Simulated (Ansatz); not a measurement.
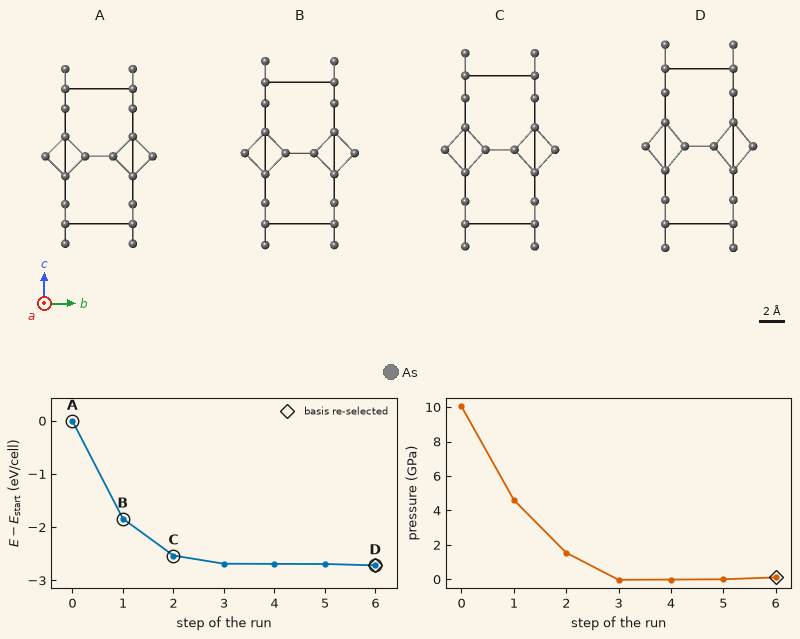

Frames of a relaxation of solid As (a generated structure, set up in P4_2/mmc) (coarse preliminary run), marked on the history of the run. A ball-and-stick model of the cell of the calculation, seen along the a axis.

Level of theory: DFT PBE, scalar-relativistic, plane waves, PAW in Ansatz. Settings: plane-wave cutoff 420 eV; k-point mesh 4 × 4 × 2; occupations gaussian; smearing width 0.1 eV; no spin polarisation; cell and atoms relaxed; force threshold 0.04 eV/Å; at most 70 steps.

### What happens along the run?

The largest moves relative to the cell, 0.10 Å, are those of As atoms. The drawn cell changes as follows: a = b 5.515 → 5.567 Å (+0.9 %), c 11.031 → 12.680 Å (+15.0 %); the volume changes by +17.1 %. Some distances before and after: As–As 3.232 → 3.920 Å, As–As 2.286 → 2.528 Å, As–As 2.283 → 2.420 Å, As–As 2.283 → 2.372 Å. Bond angles that change, for instance: As–As–As 90.0° → 101.6°, As–As–As 90.0° → 78.4°, As–As–As 135.0° → 129.2°. The space group stays P4_2/mmc (No. 131). After 5 accepted moves (6 points after the start) the energy has fallen by 2.716 eV per cell of the calculation. The largest force component goes from 1.5 to 0.032 eV/Å. Pressure: 10.04 GPa at the start and 0.11 GPa at the end. The SCF was repeated once at an unchanged geometry on a basis and grid sized afresh for the cell, which shifted the energy by 25.4 meV per cell of the calculation at most. The run took 2 min on 1 thread of Arm Neoverse V1, on a shared host, peak memory 0.65 GiB. From step 0 to 1: As atoms move most (0.03 Å), volume +9.8 %, energy −1.838 eV per cell of the calculation. From step 1 to 2: As atoms move most (0.04 Å), volume +5.9 %, energy −0.693 eV per cell of the calculation. From step 2 to 6: As atoms move most (0.03 Å), volume +0.7 %, energy −0.185 eV per cell of the calculation.
